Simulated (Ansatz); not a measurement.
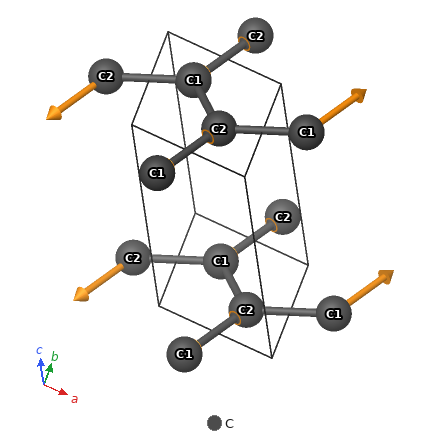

The system is C (P6/mmm, No. 191; 2 atoms in the cell); the picture shows the reference structure; orange arrows give the pattern of the mode. The energy is mapped over a normal mode and a strain (zone-centre modes of the 2-atom cell of this scan) (x along [1 0 0], y along [1 2 0], z along [0 0 1] of the conventional cell). First axis: amplitude of mode 6 (1586 cm⁻¹), largest displacement in the unstrained cell. Second axis: equal normal strain along x, y and z. Nothing is relaxed (the pattern is fixed in fractional coordinates). Grid: 7 × 7 points. Points are written as (first, second). All energies are given in eV per cell relative to the lowest grid point. All numbers below come from DFT PBEsol+D3(BJ), scalar-relativistic, plane waves, PAW (Ansatz). Settings: cutoff 520 eV, k-mesh 21×21×12 in the order of the run's cell vectors, gaussian smearing 0.15 eV, no spin polarisation.

Its coordinates:

```xyz
2
Lattice="2.4577 0.0000 0.0000 -1.2288 2.1284 0.0000 0.0000 0.0000 3.5295" Properties=species:S:1:pos:R:3 pbc="T T T"
C     0.0000    1.4189    0.0000
C     1.2288    0.7095    0.0000
```

The input of one point:

```yaml
crystal:
  lattice:
    - [2.4576582469, 0.0, 0.0]
    - [-1.2288291235, 2.1283944757, 0.0]
    - [0.0, 0.0, 3.5294822413]
  atoms:
    - { symbol: C, position: [0.3333333333, 0.6666666667, 0.0] }
    - { symbol: C, position: [0.6666666667, 0.3333333333, 0.0] }
basis:
  ecutwfc: 520.0
kpoints:
  mp_grid: { grid: [21, 21, 12] }
hamiltonian:
  xc: pbesol
  pseudopotentials: { kind: paw, azcp: { folder: soft_1 } }
  dispersion: d3bj
scf:
  occupations: { method: gaussian, width: 0.15 }
output:
  forces: true
  stress: true
  eigenvalues: true
  write_density: true
  write_potential: true
  elf: true
  volumetric_format: npy
```

Range: amplitude of mode 6 (1586 cm⁻¹), largest displacement in the unstrained cell from −0.06 to 0.06 Å; equal normal strain along x, y and z from −2.50 to 2.50 %.

Predict the map.

The lowest grid point is at (0.00 Å, 0.00 %). It is the only kind of minimum in the scanned range. The highest grid point, (0.06 Å, −2.50 %), lies 0.599 eV above the lowest.

```
second ↓, first →  −0.06  −0.04  −0.02   0.00   0.02   0.04   0.06
             2.50  0.396  0.228  0.122  0.085  0.124  0.247  0.460
             1.67  0.365  0.189  0.078  0.039  0.080  0.210  0.434
             0.83  0.351  0.167  0.051  0.010  0.053  0.189  0.425
             0.00  0.357  0.165  0.043  0.000  0.046  0.188  0.436
            −0.83  0.383  0.183  0.055  0.010  0.058  0.207  0.467
            −1.67  0.433  0.223  0.090  0.043  0.093  0.249  0.521
            −2.50  0.505  0.286  0.147  0.098  0.150  0.314  0.599
```

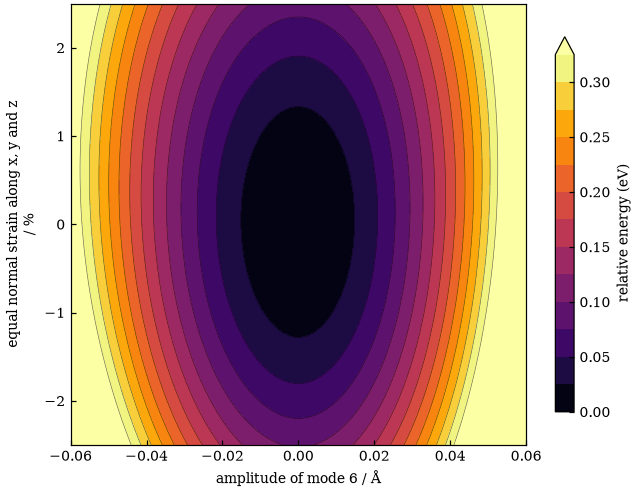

In the figure: filled contours, one colour for all values above the top of the scale. Between grid points the surface is interpolated.

The whole map (49 points run) took 16 min on 1 thread of Arm Neoverse N1, on a shared host.
